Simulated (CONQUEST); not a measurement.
## A series of single points on GaSb

System: GaSb (F-43m, 4 atoms in the cell).
Method: Kohn-Sham DFT of a periodic cell, PBEsol, PseudoDojo NC PBEsol, no spin polarisation (CONQUEST 1.3).

The 7 runs differ only in the geometry, by an even scaling of the cell at fixed fractional positions. The structure derives from an entry of the Crystallography Open Database.

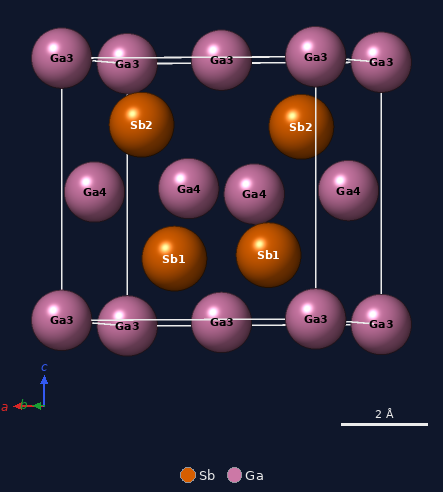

Figure 1. The structure of run 4 (spheres-only view of the cell 2 times as large as that of the calculation, set on its symmetry axes, seen at an oblique angle; atoms are numbered from 1 in the order of the input).

## Input of run 4
```
IO.Title GaSb
IO.Coordinates coords.dat
IO.FractionalAtomicCoords T
IO.Iprint 2
IO.Iprint_init 1
General.NumberOfSpecies 2
General.PseudopotentialType hamann
AtomMove.TypeOfRun static
AtomMove.FullStress T
Grid.PointsAlongX 48
Grid.PointsAlongY 48
Grid.PointsAlongZ 60
DM.SolutionMethod diagon
Diag.MPMesh T
Diag.GammaCentred T
Diag.MPMeshX 6
Diag.MPMeshY 6
Diag.MPMeshZ 5
Diag.kT 0.00183747
minE.SCTolerance 1e-6
SC.MaxIters 100
IO.AtomChargeOutput T
%block ChemicalSpeciesLabel
1 121.750 Sb
2 69.720 Ga
%endblock
```

Command:
```bash
Conquest
```

Lattice vectors (Å) and fractional positions of run 4:
```
   4.326079    0.000000    0.000000
   0.000000    4.326079    0.000000
   0.000000    0.000000    6.118000
Sb  0.000000  0.500000  0.250000
Sb  0.500000  0.000000  0.750000
Ga  0.000000  0.000000  0.000000
Ga  0.500000  0.500000  0.500000
```

Run 2 has the same physical settings and fractional positions; its lattice vectors (Å) are:
```
   4.267612    0.000000    0.000000
   0.000000    4.267612    0.000000
   0.000000    0.000000    6.035314
```

## Results, with one run withheld

```tsv
run	volume per atom (Å³)	free energy per atom, from the lowest run given (meV)	pressure (GPa)	gap on the mesh (eV)
1	26.907	20.25	3.97	0.48
2	27.480	?	?	?
3	28.052	2.26	1.24	0.15
4	28.625	0.00	0.14	0.00
5	29.197	1.40	−0.88	0.00
6	29.770	6.06	−1.79	0.00
7	30.342	14.26	−2.74	0.00
```

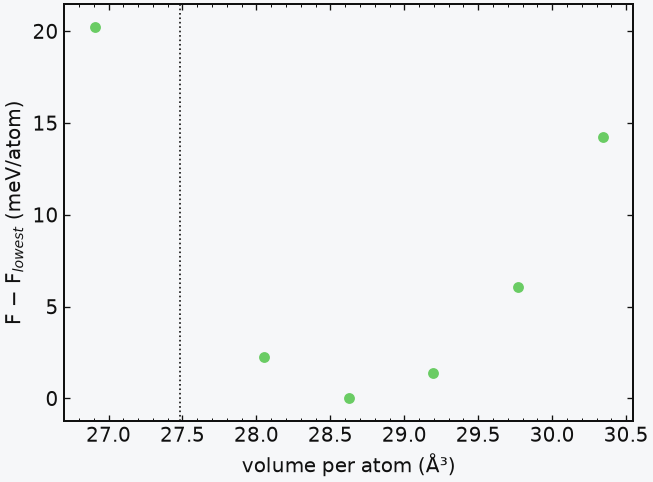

Figure 2. Free energy per atom of the runs given; the dotted line marks run 2.

Estimate the energy of run 2 from the others.

A cubic polynomial in V^(−2/3) (the Birch–Murnaghan form), fitted to the 6 runs given, misses them by at most 0.14 meV per atom. With x = V^(−2/3) − 0.10649 Å⁻², it reads F = −0.063631 − 392.05 x + 9.3689e+05 x² − 5.9662e+05 x³ (meV per atom). At run 2 it gives 8.96 meV per atom, and the run itself gives 8.77. The slope of the fit gives a pressure −dF/dV of 2.48 GPa there, and the run prints 2.53 GPa. The fit has its minimum at 28.692 Å³ per atom, where V d²F/dV² gives 52.9 GPa: the bulk modulus at this level, since symmetry fixes the shape and the positions. The gap on the mesh lies between 0.00 eV (run 4) and 0.48 eV (run 1); run 2 has 0.31 eV. These are gaps of this functional on this mesh, which can miss the band edges; they aren't the measured gap.

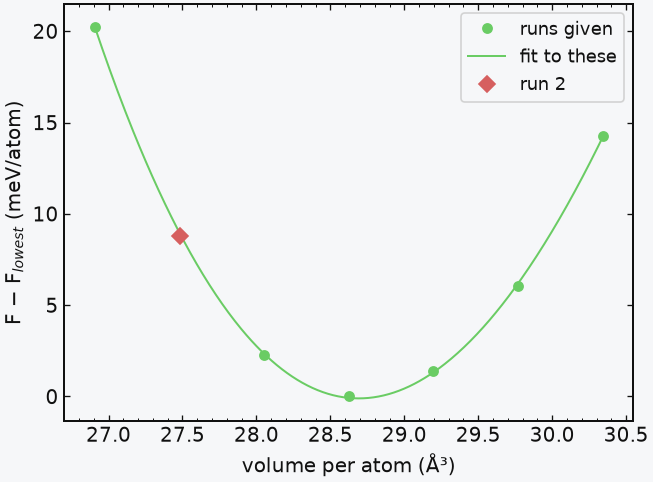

Figure 3. The fit and the withheld run.

## Some lines of the output (run 2)
```
[...]
          DFT Total Energy                 :      -334.238782097460216 Ha
          Free Energy (E-TS)               :      -334.245962795757578 Ha
          DFT Total Energy                 :      -334.244441121026284 Ha
          Free Energy (E-TS)               :      -334.244795455989959 Ha
          DFT Total Energy                 :      -334.244745910096526 Ha
          Free Energy (E-TS)               :      -334.244767640163161 Ha
          DFT Total Energy                 :      -334.244753232380958 Ha
          Free Energy (E-TS)               :      -334.244766791216819 Ha
          DFT Total Energy                 :      -334.244753772976139 Ha
          Free Energy (E-TS)               :      -334.244767136102212 Ha
          DFT Total Energy                 :      -334.244754226001078 Ha
      | Free Energy as E-TS      =      -334.244767136102212 Ha
      |* DFT total energy        =      -334.244754226001078 Ha
    force: Average pressure:      2.52877210 GPa
```

Notes: With a small basis of atomic orbitals these values can differ much from converged plane-wave results.
